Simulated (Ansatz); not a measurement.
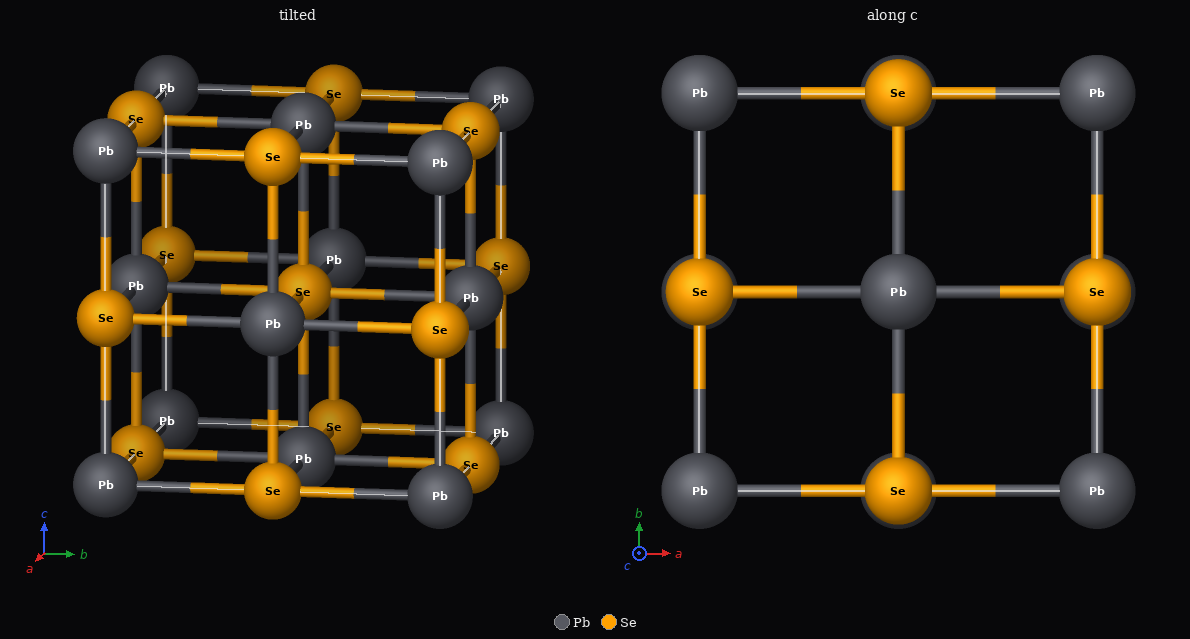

Structure drawing (ball-and-stick), viewed slightly off an axis and along the c axis. One drawn cell (a repeat of the simulation cell) is framed, with atoms on its boundary repeated. Cell: a = 6.22 Å, b = 6.22 Å, c = 6.22 Å, α = 90.00°, β = 90.00°, γ = 90.00°.

The model was built from a structure type filled with these elements by a generator (whether the compound takes this form wasn't checked). Earlier steps of the study may have refined or changed the cell and positions. Ansatz was used for an electronic-structure calculation on it.

What structure is drawn here?

Formula: PbSe. Within 0.01 Å the space group is Fm-3m (No. 225), face-centred cubic: rock salt (NaCl type). The cell has 8 atoms, namely 4 Pb, 4 Se. The Pb atoms are each bonded to six Se in an octahedral arrangement at about 3.1 Å. Se is coordinated by six Pb in an octahedral arrangement at about 3.1 Å. The bonds build a three-dimensional framework.

Calculation details: Ansatz, DFT PBE, scalar-relativistic, plane waves, PAW; wavefunction cutoff 420 eV, k-points about 0.17 Å⁻¹ apart, Gaussian smearing of 0.02 eV, no spin polarisation.

What is the band gap, if any?

A semiconductor at this level, with a gap of 0.43 eV, direct.

Give the Bader charge of each element.

Pb +0.89 e; Se -0.89 e.

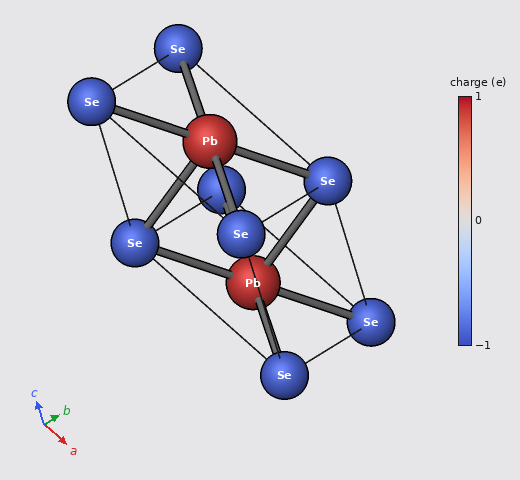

The atoms coloured by those charges. The run's cell of 2 atoms is drawn, so axes and origin can differ from the first picture.

Has the structure come to rest?

Yes. All forces vanish to within 0.01 eV/Å. The pressure is 0.0 GPa, close to zero.
